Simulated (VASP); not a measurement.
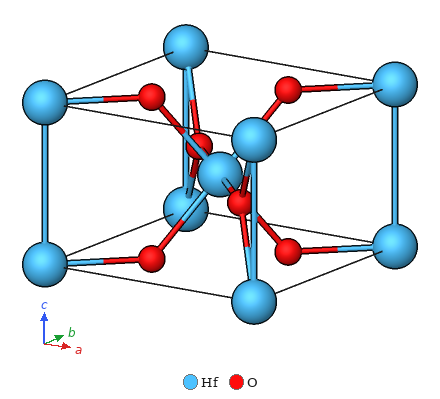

HfO2, space group P4_2/mnm (No. 136), a = 4.814 Å, b = 4.814 Å, c = 3.205 Å, α = 90.00°, β = 90.00°, γ = 90.00°

```csv
site,Wyckoff,x,y,z
Hf,2a,0.5000,0.5000,0.5000
O,4f,0.8050,0.1950,0.5000
```

Origin: a cell listed in the Materials Project, as set up for an electronic-structure calculation.

### How is the cell volume shared among the sites in a plain Voronoi partition?

```
site  faces above 1 % of the sphere  volume (Å³)  solid angle by neighbour (%)
  Hf                              6         9.15                         O 100
   O                             16        13.99                    Hf 50 O 50
```

Weighted by multiplicity the volumes add up to the cell volume, 74.3 Å³.

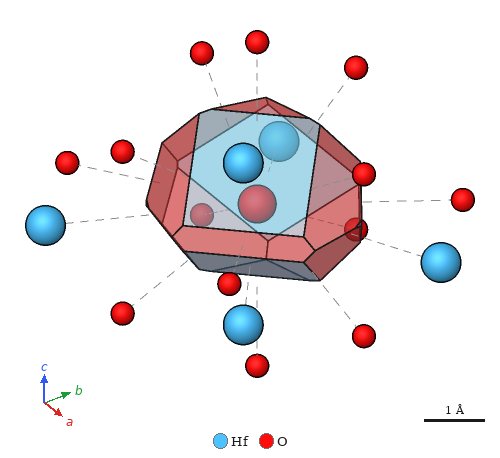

The computed Voronoi cell of O, with the neighbours that bound it.
